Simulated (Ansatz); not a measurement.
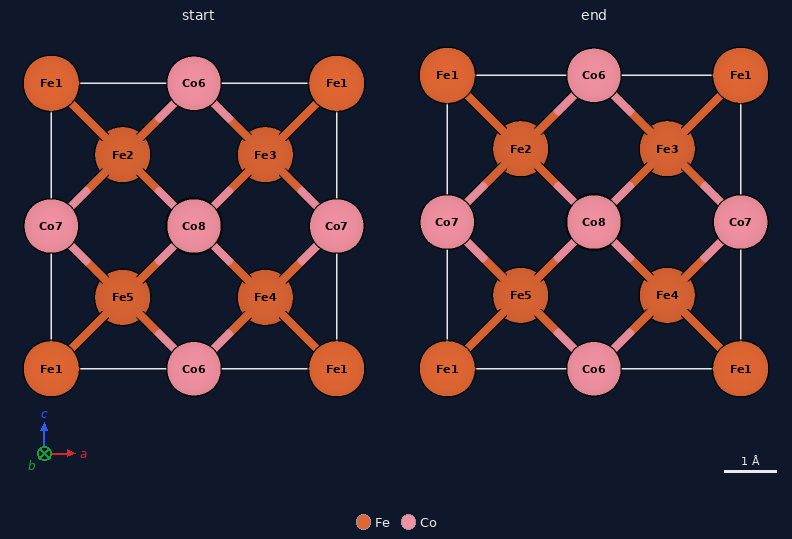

The structure of a crystal of Fe₅Co₃ (set up in Im-3m) (coarse preliminary run) before (left) and after (right) a relaxation, at one scale.

Style: ball-and-stick. Shown: the conventional cell (2 times the calculation's cell), along the b axis. Lengths and directions refer to the drawn axes.

Computed with Ansatz 0.2.0, DFT PBE, scalar-relativistic, plane waves, PAW. Set-up: plane-wave cutoff 420 eV; k-point mesh 6 × 6 × 6; occupations gaussian; smearing width 0.1 eV; collinear spin; cell and atoms relaxed; force threshold 0.05 eV/Å; at most 80 steps.

What changed between the two?

The energy falls by 51.3 meV per atom in 3 accepted moves (4 points after the start). All forces vanish by symmetry, so only the cell relaxes. The pressure goes from 18.95 to 0.30 GPa. The SCF was repeated once at an unchanged geometry on a basis and grid sized afresh for the cell, which shifted the energy by 1.3 meV per atom at most. The atoms keep their places relative to the cell (all moves are under 0.005 Å). The volume changes by +8.6 %, with a = b = c 5.542 → 5.696 Å (+2.8 %). Some distances before and after: Fe1–Fe2 2.400 → 2.467 Å, Fe2–Co6 2.400 → 2.467 Å. The space group stays Im-3m (No. 229). The run took 2.1 min on 2 threads of AMD EPYC (Zen 3), with other jobs on the host, peak memory 0.64 GiB.
